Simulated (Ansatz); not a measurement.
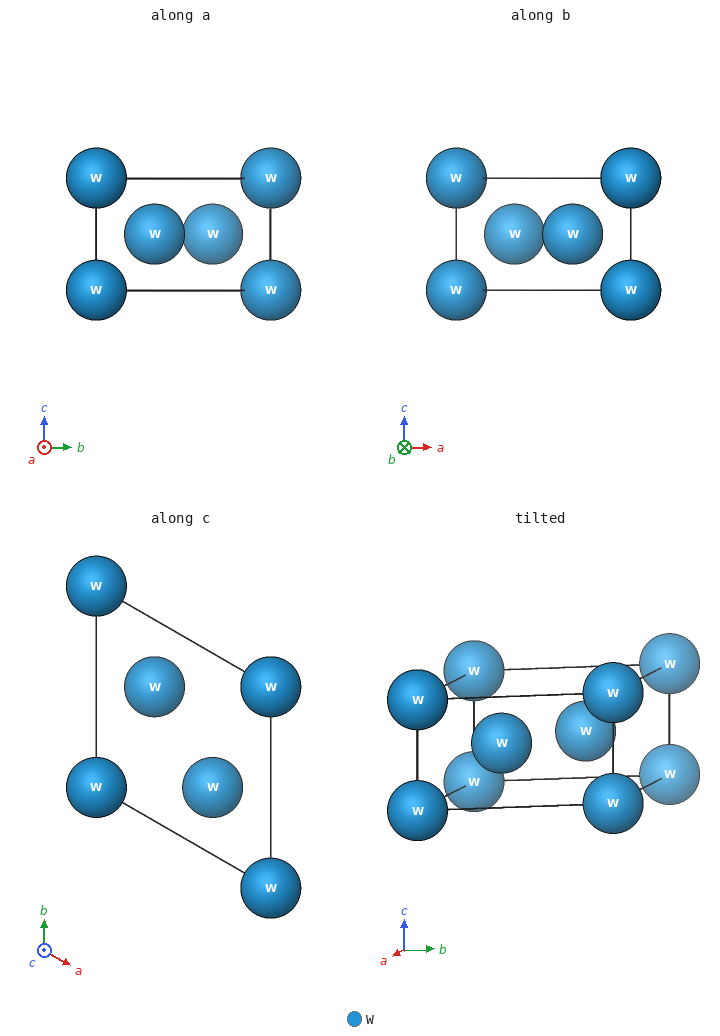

This spheres-only model is shown along the a axis, along the b axis, along the c axis and slightly off an axis. The parallelepiped is the conventional unit cell.

Lattice parameters: a = 4.6869 Å, b = 4.6869 Å, c = 2.6097 Å, α = 90.000°, β = 90.000°, γ = 120.000°.

Question: Record the structure as a CIF in P1 with every atom of the cell.

Answer:
```cif
data_structure
_symmetry_space_group_name_H-M 'P 1'
_symmetry_Int_Tables_number 1
_cell_length_a 4.6869
_cell_length_b 4.6869
_cell_length_c 2.6097
_cell_angle_alpha 90.000
_cell_angle_beta 90.000
_cell_angle_gamma 120.000
_cell_volume 49.65
loop_
_atom_site_label
_atom_site_type_symbol
_atom_site_fract_x
_atom_site_fract_y
_atom_site_fract_z
_atom_site_occupancy
W1 W 0.0000 0.0000 0.0000 1
W2 W 0.3333 0.6667 0.5000 1
W3 W 0.6667 0.3333 0.5000 1
```

The cell started as a structure type filled with this element by a generator (whether the element takes this form wasn't checked). Relaxation method: Ansatz, DFT, PBE, plane waves (420 eV) with PAW, scalar-relativistic.
